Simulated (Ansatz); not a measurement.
## Geometry relaxation, with input and output: Ta12S (part 2 of 2)

The same run, continued: Ta12S (slab, 13 atoms in the cell); DFT PBE, scalar-relativistic, plane waves, PAW, PAW set soft_1, no spin polarisation (Ansatz 0.2.0); cutoff 420 eV, 6×6×1 k-mesh, Gaussian smearing of 0.1 eV. The structure derives from an entry of the Crystallography Open Database. The input holds or restrains some coordinates.

Geometry of the input (Å; fractional positions):
```
5.9724  0.0000  0.0000
-2.9862  5.1722  0.0000
0.0000  0.0000  20.3076
Ta 0.3333  0.1667  0.1970
Ta 0.3333  0.6667  0.1970
Ta 0.8333  0.1667  0.1970
Ta 0.8333  0.6667  0.1970
Ta 0.1667  0.3333  0.3153
Ta 0.1667  0.8333  0.3153
Ta 0.6667  0.3333  0.3153
Ta 0.6667  0.8333  0.3153
Ta 0.0000  0.0000  0.4337
Ta 0.0000  0.5000  0.4337
Ta 0.5000  0.0000  0.4337
Ta 0.5000  0.5000  0.4337
S  0.2500  0.1667  0.5283
```

## Output, continued
```
--- Per-component energies (eV) ---
  E_band       = -3625.248579
  E_kinetic    = 4792.466099
  E_local      = -112784.942113  (includes V_loc(G=0)·N_el)
  E_nonlocal   = -97.726258
  E_hartree    = 54285.886108
  E_xc         = -3925.752519
  E_vxc        = -2861.851670  (∫ρ·V_xc dr)
  E_paw        = -100262.236843  (= ΣΔE_a)
  E_vpaw       = -1244.246886  (= ΣTr[D̂ρ^β])
  E_aug_tail   = 0.001101  (compensation charges beyond the density's cutoff)
  E_efield     = 0.000057  (sawtooth field / dipole correction)
  E_vefield    = -0.747283  (∫n·V_field dr)
  E_ewald      = 37900.532553
  E_smearing   = -0.099863  (= −TS)
  E_closure    = 0.000000  (closes the sum)
  Σ components = -120091.871679   (vs F -120091.871679, Δ=0.00e0)
--- Forces (eV/Å), atoms counted from 1 ---
  atom   1  Ta    -0.01961941    -0.02039837    -0.06012159
  atom   2  Ta     0.04568415     0.03002249    -0.02898721
  atom   3  Ta     0.03425895    -0.05978795    -0.03504939
  atom   4  Ta    -0.02298678     0.05166979    -0.08446288
  atom   5  Ta    -0.00615785     0.07504812    -0.07532758
  atom   6  Ta     0.11038475    -0.02119966    -0.02130519
  atom   7  Ta     0.04766553    -0.00461093     0.13803877
  atom   8  Ta    -0.14003211     0.01951987    -0.17568529
  atom   9  Ta    -1.73226943    -1.49530370    -0.30386194
  atom  10  Ta    -0.42668677    -0.01973179    -0.41556590
  atom  11  Ta     0.60079369    -0.37606824     0.30059778
  atom  12  Ta     0.22991755     0.92804171     0.75822688
  atom  13  S      1.27903500     0.89280532     0.00346960
  max |Σ_I F_I| component: 3.40e-5 eV/Å
--- Band table (eV; the first three rows and the last of 20) ---
  k-point 0: bands = ["-63.9567", "-63.8585", "-63.8480", "-63.8118", "-63.7913", "-63.7874", "-63.7795", "-63.7464", "-63.7073", "-63.6846", "-63.6762", "-63.6701", "-30.7994", "-30.7812", "-30.7670", "-30.7545", "-30.7363", "-30.7155", "-30.6992", "-30.6552", "-30.6523", "-30.6494", "-30.4841", "-30.3971", "-30.3518", "-30.3203", "-30.2651", "-30.2586", "-30.2433", "-30.1816", "-30.1470", "-30.1282", "-30.0866", "-30.0779", "-30.0512", "-30.0447", "-30.0271", "-30.0240", "-29.9707", "-29.9567", "-29.9537", "-29.9464", "-29.9321", "-29.9210", "-29.8862", "-29.8805", "-29.8049", "-29.8018", "-9.1136", "-3.5463", "-1.9546", "-1.0073", "-0.6706", "-0.5251", "-0.4833", "-0.2267", "-0.1946", "-0.1348", "0.2372", "0.3287", "0.3767", "0.8166", "0.8325", "0.8922", "1.2427", "1.2826", "1.4749", "2.2257", "2.4947", "2.8611", "3.3159", "3.4770", "3.6079", "3.6983", "3.8747", "3.9522", "3.9693", "4.1071", "4.1289", "4.2425", "4.2502", "4.5270", "4.5309", "4.5603", "4.5719", "4.5928", "4.6949", "4.7424", "4.7518", "4.9628", "5.1431", "5.4583", "5.7441", "5.9887", "6.2705", "6.3001", "6.3601", "6.6645"]
  k-point 1: bands = ["-63.9557", "-63.8577", "-63.8443", "-63.8127", "-63.7940", "-63.7875", "-63.7809", "-63.7441", "-63.7078", "-63.6859", "-63.6762", "-63.6713", "-30.7754", "-30.7539", "-30.7334", "-30.7242", "-30.7106", "-30.6887", "-30.6722", "-30.6275", "-30.6252", "-30.6048", "-30.4825", "-30.4099", "-30.3705", "-30.3414", "-30.2590", "-30.2488", "-30.2292", "-30.2003", "-30.1613", "-30.1361", "-30.1223", "-30.1088", "-30.0609", "-30.0320", "-30.0162", "-30.0113", "-30.0027", "-29.9814", "-29.9769", "-29.9670", "-29.9476", "-29.9358", "-29.9078", "-29.8952", "-29.8509", "-29.8140", "-9.1035", "-3.3169", "-1.7445", "-0.7935", "-0.6497", "-0.4786", "-0.3492", "-0.2018", "-0.0554", "0.0199", "0.3370", "0.4413", "0.5650", "0.9454", "1.0107", "1.0488", "1.2872", "1.4048", "1.5530", "2.2549", "2.4561", "2.8115", "3.1969", "3.4426", "3.5738", "3.6674", "3.7432", "3.7857", "3.8261", "3.8881", "3.9798", "4.0789", "4.3920", "4.4357", "4.4510", "4.5010", "4.5843", "4.6329", "4.6434", "4.6768", "4.6899", "4.8715", "4.9700", "5.1138", "5.3345", "5.5572", "5.9926", "6.1901", "6.3028", "6.7369"]
  k-point 2: bands = ["-63.9536", "-63.8563", "-63.8337", "-63.8147", "-63.8036", "-63.7876", "-63.7824", "-63.7388", "-63.7092", "-63.6888", "-63.6760", "-63.6734", "-30.7252", "-30.6885", "-30.6705", "-30.6560", "-30.6346", "-30.6252", "-30.5993", "-30.5635", "-30.5595", "-30.4860", "-30.4760", "-30.4286", "-30.4072", "-30.3798", "-30.2639", "-30.2428", "-30.2279", "-30.2101", "-30.2010", "-30.1888", "-30.1843", "-30.1403", "-30.1009", "-30.0948", "-30.0630", "-30.0552", "-30.0303", "-30.0025", "-29.9995", "-29.9890", "-29.9766", "-29.9679", "-29.9357", "-29.9276", "-29.9100", "-29.8396", "-9.0834", "-2.6801", "-1.2192", "-0.9810", "-0.4558", "-0.2784", "-0.1617", "0.1911", "0.3048", "0.3458", "0.5878", "0.7433", "0.9385", "1.1933", "1.4718", "1.4967", "1.5303", "1.7834", "1.8536", "2.2923", "2.4370", "2.6538", "2.7859", "3.0127", "3.0926", "3.1440", "3.3126", "3.4352", "3.7114", "3.8270", "3.8697", "3.9066", "3.9167", "4.0216", "4.0522", "4.1429", "4.2400", "4.4037", "4.5134", "4.5971", "4.7536", "4.8595", "4.9837", "5.0058", "5.0749", "5.5538", "5.6156", "5.8882", "6.2314", "6.3387"]
  k-point 19: bands = ["-63.9531", "-63.8518", "-63.8213", "-63.8198", "-63.8153", "-63.7885", "-63.7822", "-63.7363", "-63.7070", "-63.6919", "-63.6807", "-63.6704", "-30.6905", "-30.6401", "-30.6339", "-30.6263", "-30.6029", "-30.5914", "-30.5237", "-30.5171", "-30.5094", "-30.4721", "-30.4637", "-30.4228", "-30.3976", "-30.3169", "-30.3037", "-30.2839", "-30.2705", "-30.2651", "-30.2358", "-30.2147", "-30.1842", "-30.1531", "-30.1487", "-30.1243", "-30.1120", "-30.1034", "-30.0604", "-30.0204", "-30.0012", "-29.9889", "-29.9850", "-29.9685", "-29.9583", "-29.9443", "-29.8893", "-29.8599", "-9.0829", "-1.8069", "-1.7701", "-0.7190", "-0.6448", "-0.1531", "0.1795", "0.2968", "0.5602", "0.6124", "0.8541", "0.9749", "1.0508", "1.2648", "1.7995", "1.9212", "2.0376", "2.0543", "2.1248", "2.1711", "2.5302", "2.6197", "2.6549", "2.7009", "2.7821", "2.8729", "3.1606", "3.2062", "3.3319", "3.3376", "3.3770", "3.5332", "3.5854", "3.6098", "3.8162", "4.1362", "4.2063", "4.2545", "4.3017", "4.3620", "4.7754", "5.0601", "5.0780", "5.2929", "5.6419", "5.7569", "5.8696", "5.8864", "5.9167", "6.0913"]
--- Relaxed structure (4 steps of the walk, 4 accepted, 0 SCFs on fresh bases) ---
  F+E_penalty+E_count = -120091.87167851 eV   max|allowed force component| = 3.470e-3 eV/Å
  atoms:
    - { symbol: Ta, position: [0.33333333330000003, 0.16666666670000002, 0.1969707662] }
    - { symbol: Ta, position: [0.33333333330000003, 0.6666666667000001, 0.1969707662] }
    - { symbol: Ta, position: [0.8333333333000003, 0.16666666670000002, 0.1969707662] }
    - { symbol: Ta, position: [0.8333333333000003, 0.6666666667000001, 0.1969707662] }
    - { symbol: Ta, position: [0.16666666670000002, 0.33333333330000003, 0.31532614330000003] }
    - { symbol: Ta, position: [0.16666666669999997, 0.8333333333000001, 0.31532614330000003] }
    - { symbol: Ta, position: [0.6666666667000001, 0.33333333330000003, 0.31532614330000003] }
    - { symbol: Ta, position: [0.6666666667000001, 0.8333333333000001, 0.31532614330000003] }
    - { symbol: Ta, position: [0.0, 0.0, 0.4337090472000001] }
    - { symbol: Ta, position: [0.0, 0.5000000000000001, 0.4337090472000001] }
    - { symbol: Ta, position: [0.5000000000000001, 0.0, 0.4337090472000001] }
    - { symbol: Ta, position: [0.5000000000000001, 0.5000000000000001, 0.4337090472000001] }
    - { symbol: S, position: [0.25000000000000006, 0.16666666670000002, 0.5249057484584391] }
```

## Trajectory as extended XYZ (Å, eV, eV/Å), 4 frames, from step=1 to step=4
```
13
Lattice="5.9724 0.0000 0.0000 -2.9862 5.1722 0.0000 0.0000 0.0000 20.3076" Properties=species:S:1:pos:R:3:forces:R:3 step=1 energy=-120091.83872
Ta    1.4931    0.8620    4.0000   -0.0192  -0.0196  -0.0732
Ta    0.0000    3.4481    4.0000    0.0459   0.0316  -0.0298
Ta    4.4793    0.8620    4.0000    0.0302  -0.0621  -0.0356
Ta    2.9862    3.4481    4.0000   -0.0247   0.0511  -0.0850
Ta    0.0000    1.7241    6.4035   -0.0050   0.0733  -0.0642
Ta   -1.4931    4.3102    6.4035    0.1074  -0.0186  -0.0178
Ta    2.9862    1.7241    6.4035    0.0471  -0.0065   0.1299
Ta    1.4931    4.3102    6.4035   -0.1337   0.0186  -0.2066
Ta    0.0000    0.0000    8.8076   -1.3609  -1.1731   0.4110
Ta   -1.4931    2.5861    8.8076   -0.4141  -0.0192  -0.3717
Ta    2.9862    0.0000    8.8076    0.5709  -0.3523   0.3578
Ta    1.4931    2.5861    8.8076    0.2081   0.8090   0.9279
S     0.9954    0.8620   10.7276    0.9480   0.6678  -0.9434
13
Lattice="5.9724 0.0000 0.0000 -2.9862 5.1722 0.0000 0.0000 0.0000 20.3076" Properties=species:S:1:pos:R:3:forces:R:3 step=2 energy=-120091.86917
Ta    1.4931    0.8620    4.0000   -0.0198  -0.0205  -0.0569
Ta    0.0000    3.4481    4.0000    0.0458   0.0297  -0.0289
Ta    4.4793    0.8620    4.0000    0.0354  -0.0593  -0.0350
Ta    2.9862    3.4481    4.0000   -0.0226   0.0518  -0.0843
Ta    0.0000    1.7241    6.4035   -0.0064   0.0753  -0.0781
Ta   -1.4931    4.3102    6.4035    0.1111  -0.0219  -0.0222
Ta    2.9862    1.7241    6.4035    0.0478  -0.0041   0.1402
Ta    1.4931    4.3102    6.4035   -0.1416   0.0198  -0.1668
Ta    0.0000    0.0000    8.8076   -1.8454  -1.5934  -0.5150
Ta   -1.4931    2.5861    8.8076   -0.4296  -0.0198  -0.4267
Ta    2.9862    0.0000    8.8076    0.6090  -0.3826   0.2850
Ta    1.4931    2.5861    8.8076    0.2364   0.9635   0.7090
S     0.9954    0.8620   10.6418    1.3800   0.9615   0.2799
13
Lattice="5.9724 0.0000 0.0000 -2.9862 5.1722 0.0000 0.0000 0.0000 20.3076" Properties=species:S:1:pos:R:3:forces:R:3 step=3 energy=-120091.87168
Ta    1.4931    0.8620    4.0000   -0.0196  -0.0204  -0.0601
Ta    0.0000    3.4481    4.0000    0.0457   0.0300  -0.0290
Ta    4.4793    0.8620    4.0000    0.0342  -0.0598  -0.0350
Ta    2.9862    3.4481    4.0000   -0.0230   0.0517  -0.0844
Ta    0.0000    1.7241    6.4035   -0.0062   0.0751  -0.0755
Ta   -1.4931    4.3102    6.4035    0.1105  -0.0213  -0.0214
Ta    2.9862    1.7241    6.4035    0.0477  -0.0046   0.1380
Ta    1.4931    4.3102    6.4035   -0.1401   0.0195  -0.1759
Ta    0.0000    0.0000    8.8076   -1.7322  -1.4953  -0.3041
Ta   -1.4931    2.5861    8.8076   -0.4266  -0.0197  -0.4158
Ta    2.9862    0.0000    8.8076    0.6006  -0.3760   0.3004
Ta    1.4931    2.5861    8.8076    0.2299   0.9279   0.7581
S     0.9954    0.8620   10.6596    1.2792   0.8929   0.0041
13
Lattice="5.9724 0.0000 0.0000 -2.9862 5.1722 0.0000 0.0000 0.0000 20.3076" Properties=species:S:1:pos:R:3:forces:R:3 step=4 energy=-120091.87168
Ta    1.4931    0.8620    4.0000   -0.0196  -0.0204  -0.0601
Ta    0.0000    3.4481    4.0000    0.0457   0.0300  -0.0290
Ta    4.4793    0.8620    4.0000    0.0343  -0.0598  -0.0350
Ta    2.9862    3.4481    4.0000   -0.0230   0.0517  -0.0845
Ta    0.0000    1.7241    6.4035   -0.0062   0.0750  -0.0753
Ta   -1.4931    4.3102    6.4035    0.1104  -0.0212  -0.0213
Ta    2.9862    1.7241    6.4035    0.0477  -0.0046   0.1380
Ta    1.4931    4.3102    6.4035   -0.1400   0.0195  -0.1757
Ta    0.0000    0.0000    8.8076   -1.7323  -1.4953  -0.3039
Ta   -1.4931    2.5861    8.8076   -0.4267  -0.0197  -0.4156
Ta    2.9862    0.0000    8.8076    0.6008  -0.3761   0.3006
Ta    1.4931    2.5861    8.8076    0.2299   0.9280   0.7582
S     0.9954    0.8620   10.6596    1.2790   0.8928   0.0035
```

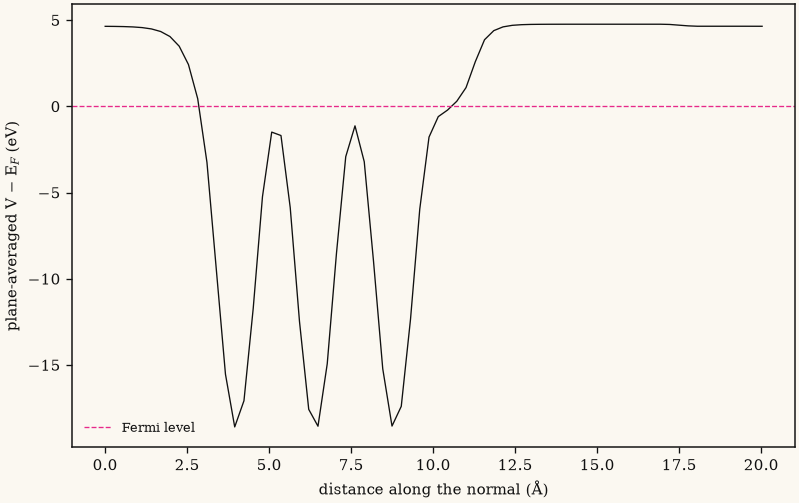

**Figure 1.** Plane average of the electrostatic potential energy of an electron across the cell, from the Fermi level. The vacuum level lies 4.77 eV above the Fermi level on the upper side and 4.65 eV on the lower.

## Results in brief

| quantity | value |
| --- | --- |
| outcome | converged under the restraints of the input |
| electrons treated | 162 |
| free energy | −120091.8717 eV |
| work function, top face | 4.77 eV |
| work function, bottom face | 4.65 eV |
| Fermi energy | 3.959 eV |
| gap on the k-point mesh | none (metallic) |
| final volume | 627.31 Å³ |
| work function (upper face) | 4.77 eV |
| largest force (length of the vector) at the end, held atoms and coordinates included | 2.308 eV/Å |
| wall time | 3.8 min (CPU time 15 min) |
| peak memory | 1.9 GiB |

Spin–orbit coupling is left out, which matters for Ta.
